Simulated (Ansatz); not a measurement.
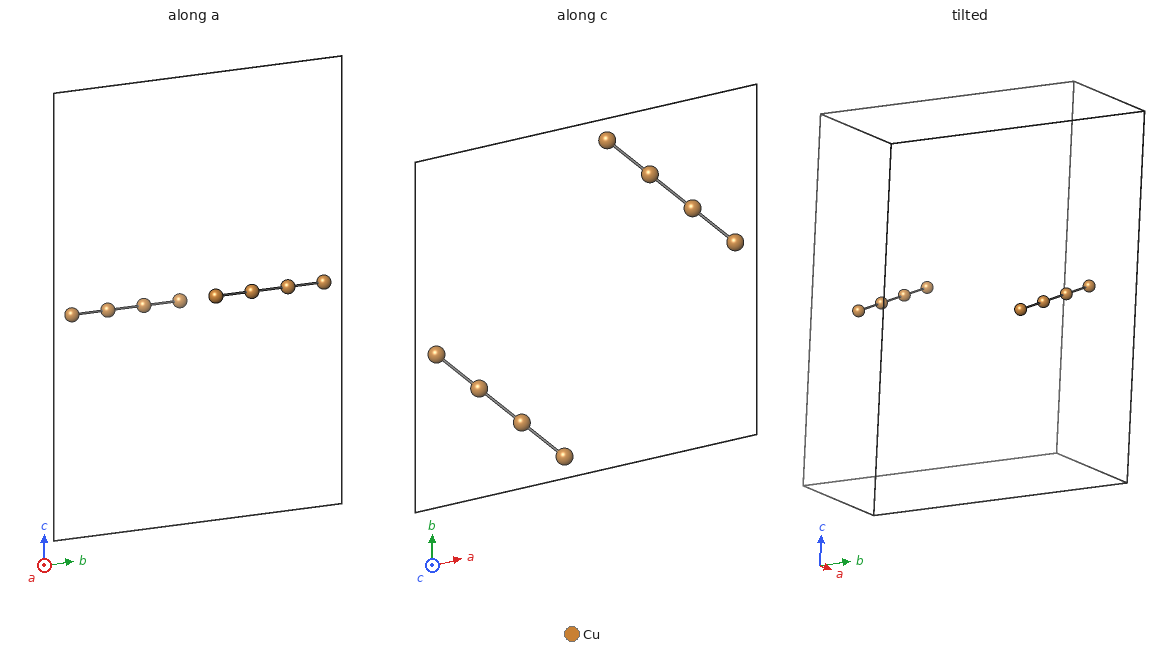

Structure drawing (ball-and-stick), viewed along the a axis, along the c axis and slightly off an axis. Lines trace the edges of the simulation cell. Cell: a = 14.668 Å, b = 14.668 Å, c = 22.223 Å, α = 80.62°, β = 80.62°, γ = 75.88°.

What does the picture show?

The element is copper. The cell holds eight atoms. Cu sits among two Cu in a linear arrangement at about 2.3 Å. The bonds build Cu chains along [1-10].

The starting point was a structure listed in the Materials Project. Earlier steps of the study, as a rule a relaxation of our own, may have changed the cell and positions, so they can lie some per cent off the listed ones. It was set up as input for a calculation with Ansatz.
